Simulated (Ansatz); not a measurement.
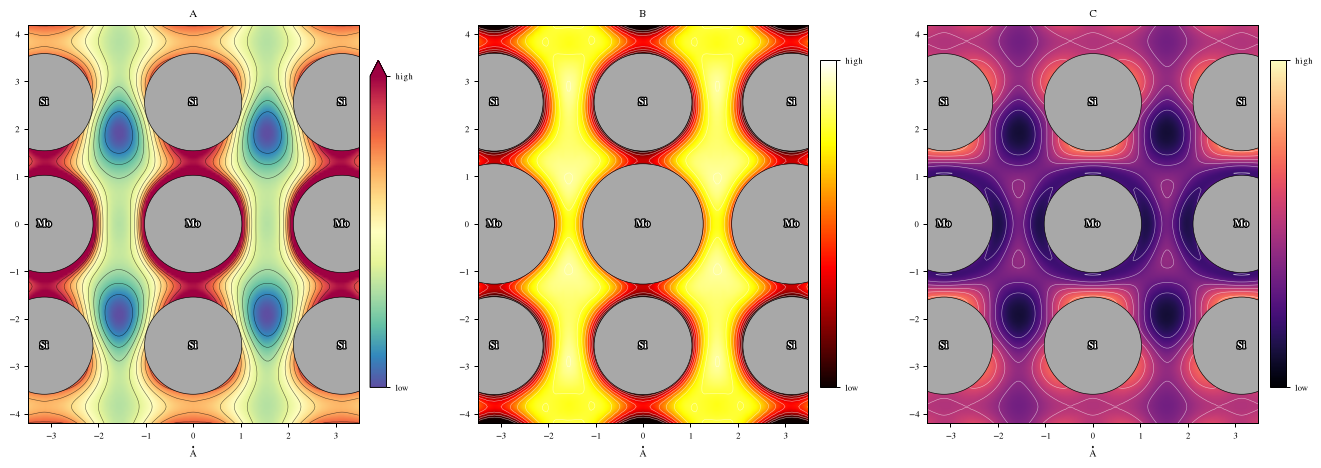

Si2Mo: 3 fields on the (100) plane of the conventional cell, with unlabelled colour scales. Grey discs cover the atomic cores.

Space group I4/mmm; computed pressure about 14 GPa in this cell.

Computed with Kohn-Sham DFT of a periodic cell, r2SCAN, Ansatz PAW in Ansatz.

```
Mo Si
1.0
     3.13468    0.00000    0.00000
     0.00000    3.13468    0.00000
     0.00000    0.00000    7.70053
Mo Si
2 4
Direct
  0.00000 0.00000 0.00000
  0.50000 0.50000 0.50000
  0.00000 0.00000 0.66700
  0.50000 0.50000 0.16700
  0.00000 0.00000 0.33300
  0.50000 0.50000 0.83300
```

Which field does each panel show? The fields are: electron localisation function, electrostatic potential energy of an electron and valence pseudo-density.

Panel A: valence pseudo-density. Panel B: electrostatic potential energy of an electron (low next to the atoms, rising into the space between them). Panel C: electron localisation function. From the grid: Si–Mo (2.56 Å): ρ at the midpoint is about 0.43 e/Å³; the ELF peaks at about 0.75 in the valence shell of Si, 0.9 Å from its nucleus, and is about 0.40 at the midpoint.
